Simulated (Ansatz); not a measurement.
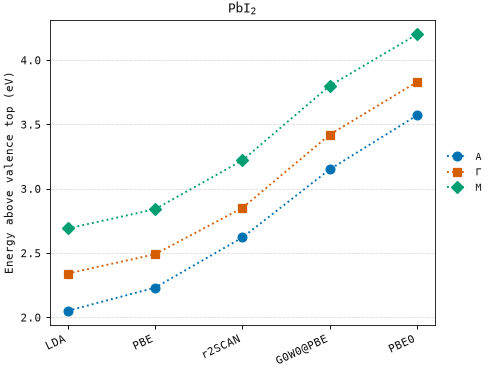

Lowest conduction level at each named k point, counted from the valence-band top at A, by several methods on one cell of CdI2-type PbI2, space group P-3m1, 3 atoms in the cell, relaxed with r2SCAN+rVV10; a = 4.566 Å, c = 7.041 Å (hexagonal axes). All runs are without spin-orbit coupling and carry no moments.

| method | program | A (eV) | Γ (eV) | M (eV) |
| --- | --- | --- | --- | --- |
| LDA | Ansatz | 2.05 | 2.34 | 2.69 |
| PBE | Ansatz | 2.23 | 2.49 | 2.84 |
| r2SCAN | Ansatz | 2.62 | 2.85 | 3.22 |
| G0W0@PBE | Ansatz | 3.15 | 3.42 | 3.80 |
| PBE0 | Ansatz | 3.57 | 3.83 | 4.20 |

> What does G0W0@r2SCAN give? It was run as: r2SCAN, Ansatz PAW set, 6×6×2 k mesh, 500 eV cutoff, fixed occupations (Ansatz), G0W0 with empty bands 478, screening cutoff 140 eV and frequency treatment contour deformation.

It starts from r2SCAN, whose row gives 2.62 eV at A. G0W0@r2SCAN gives 3.40 eV at A, 3.66 eV at Γ and 4.05 eV at M, which is +0.78 eV from r2SCAN at A.

> Does G0W0@r2SCAN shift these levels rigidly from r2SCAN?

The shifts are +0.78 eV at A, +0.81 eV at Γ and +0.83 eV at M, and at points that aren't plotted +0.83 eV (L) and +0.88 eV (H): over the named points that both runs hold, a spread of 0.10 eV on a mean of 0.83 eV, so one shift describes them well.

> How do the methods rank at A?

From low to high: LDA 2.05, PBE 2.23, r2SCAN 2.62, G0W0@PBE 3.15, G0W0@r2SCAN 3.40, PBE0 3.57 eV.

Settings. LDA: Ansatz PAW set, 6×6×4 k mesh, 420 eV cutoff, fixed occupations (Ansatz). PBE: Ansatz PAW set, 6×6×4 k mesh, 420 eV cutoff, Fermi-Dirac smearing of 0.02 eV (Ansatz 0.2.0). r2SCAN: Ansatz PAW set, 6×6×4 k mesh, 500 eV cutoff, fixed occupations (Ansatz 0.2.0). G0W0@PBE: PBE, Ansatz PAW set, 6×6×2 k mesh, 420 eV cutoff, fixed occupations (Ansatz 0.2.0), G0W0 with empty bands 379, screening cutoff 120 eV and frequency treatment contour deformation. PBE0: Ansatz PAW set, 6×6×4 k mesh, 420 eV cutoff, fixed occupations (Ansatz).

These are six of the 10 methods that were run on this cell. Spin-orbit coupling is left out, which matters for Pb and I. LDA, r2SCAN, G0W0@r2SCAN and PBE0: the PAW data sets were made with another functional. G0W0@PBE and G0W0@r2SCAN: the k mesh is coarse, so the values aren't converged. The GW runs differ in bands or cutoffs. The GW values are at finite bands, cutoffs and mesh, short of the basis limit.
